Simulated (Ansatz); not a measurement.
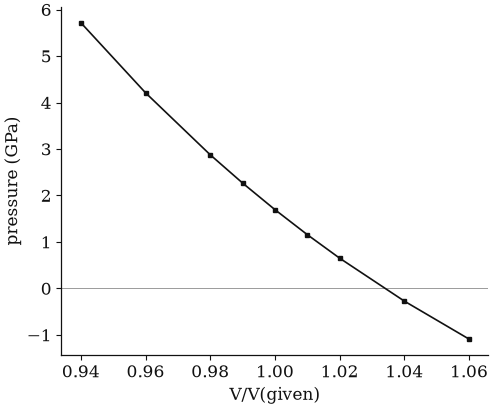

The plot gives the computed pressure against V/V(given) for AgCl, space group Cmcm (No. 63).

Structure:
```xyz
4
Lattice="1.8709 -5.5566 0.0000 1.8709 5.5566 0.0000 0.0000 0.0000 3.9240" Properties=species:S:1:pos:R:3 pbc="T T T"
Ag    1.8709    1.1496    2.9430
Ag    1.8709   -1.1496    0.9810
Cl    1.8709   -4.0613    0.9810
Cl    1.8709    4.0613    2.9430
```

Calculation (Ansatz 0.2.0): periodic Kohn-Sham DFT of a crystal at fixed atoms, scaled to the stated factor times the given cell; pressure positive in compression. Level: PBE.

```
       setting            value
        method  frozen-core PAW
    relativity           scalar
        k mesh            9×9×8
   occupations      Fermi–Dirac
smearing width          0.03 eV
   wave cutoff           420 eV
       PAW set           soft_2
```

V(given) is 20.40 Å³/atom.

From this curve and the settings, what does the calculation give for the largest field gradient Vzz at the same points?

The largest field gradient Vzz rises from −5.561 1e21 V/m² at V/V(given) 0.94 to −5.517 1e21 V/m² at 1.06.

```json
{"V/V(given)": "0.94", "largest field gradient Vzz (1e21 V/m²)": "-5.561"}
{"V/V(given)": "0.96", "largest field gradient Vzz (1e21 V/m²)": "-5.556"}
{"V/V(given)": "0.98", "largest field gradient Vzz (1e21 V/m²)": "-5.550"}
{"V/V(given)": "0.99", "largest field gradient Vzz (1e21 V/m²)": "-5.546"}
{"V/V(given)": "1.00", "largest field gradient Vzz (1e21 V/m²)": "-5.543"}
{"V/V(given)": "1.01", "largest field gradient Vzz (1e21 V/m²)": "-5.539"}
{"V/V(given)": "1.02", "largest field gradient Vzz (1e21 V/m²)": "-5.535"}
{"V/V(given)": "1.04", "largest field gradient Vzz (1e21 V/m²)": "-5.526"}
{"V/V(given)": "1.06", "largest field gradient Vzz (1e21 V/m²)": "-5.517"}
```

Limits of the calculation: field gradient without spin-orbit coupling on heavy atoms; shape and atomic fractions are frozen while scaling, which makes layered, chain and framework solids too stiff.
